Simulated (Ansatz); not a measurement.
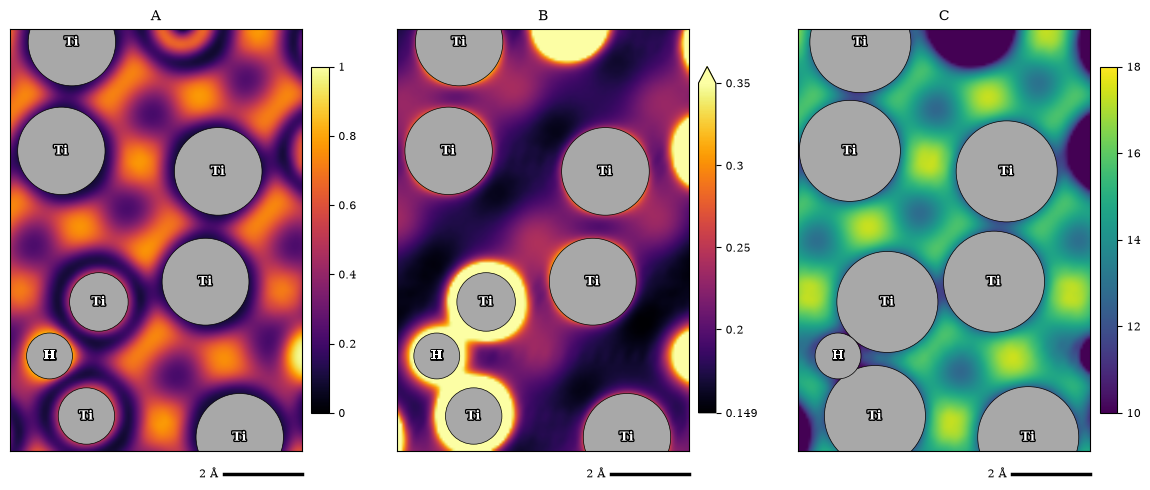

Ti18H (cell with a defect): 3 fields on the (101̄) plane of the calculation cell, with unlabelled colour scales. Grey discs cover the atomic cores.

Computed without spin polarisation.

Theory: Ansatz 0.2.0, DFT PBEsol, scalar-relativistic, plane waves, PAW.

**Which field does each panel show? The fields are: electron localisation function, electrostatic potential energy of an electron and valence pseudo-density.**

Panel A: electron localisation function. Panel B: valence pseudo-density. Panel C: electrostatic potential energy of an electron (low next to the atoms, rising into the space between them). From the grid: Ti–Ti (2.81 Å): ρ at the midpoint is about 0.2 e/Å³; the ELF is about 0.20 at the midpoint (no localised pair shows between them).
